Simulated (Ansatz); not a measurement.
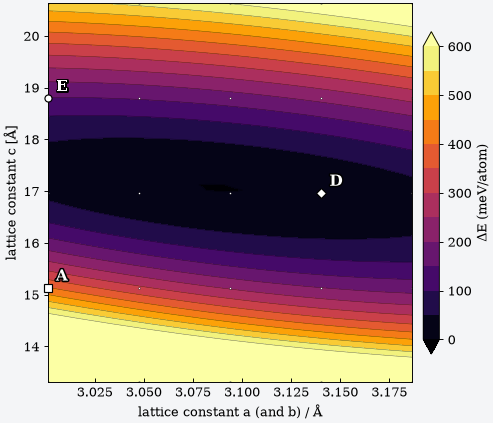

MoS₂ (R3m, No. 160; 3 atoms in the cell). The energy is mapped over the lattice constants a and c of the conventional cell. Coordinates scanned: (1) lattice constant a (and b); (2) lattice constant c. Nothing is relaxed (fractional coordinates fixed). The scan uses a 5 × 5 grid. All energies are given in meV/atom relative to the lowest grid point. The band gap closes in part of the range. Method: DFT LDA+D3(BJ), scalar-relativistic, plane waves, PAW in Ansatz. Settings: cutoff 420 eV, k-mesh 12×12×12, gaussian smearing 0.03 eV, no spin polarisation.

The picture shows filled contours, dots at the grid points, one colour for all values above the top of the scale, lettered points. Between grid points the surface is interpolated.

> Is A the lowest point of the computed grid?

No. A lies 402 meV/atom above the lowest grid point, which is at lattice constant a (and b) = 3.094 Å, lattice constant c = 16.97 Å.

> Rank the lettered points by energy, lowest first.

D (9 meV/atom), E (148 meV/atom), A (402 meV/atom).

PAW datasets: the set soft_1.
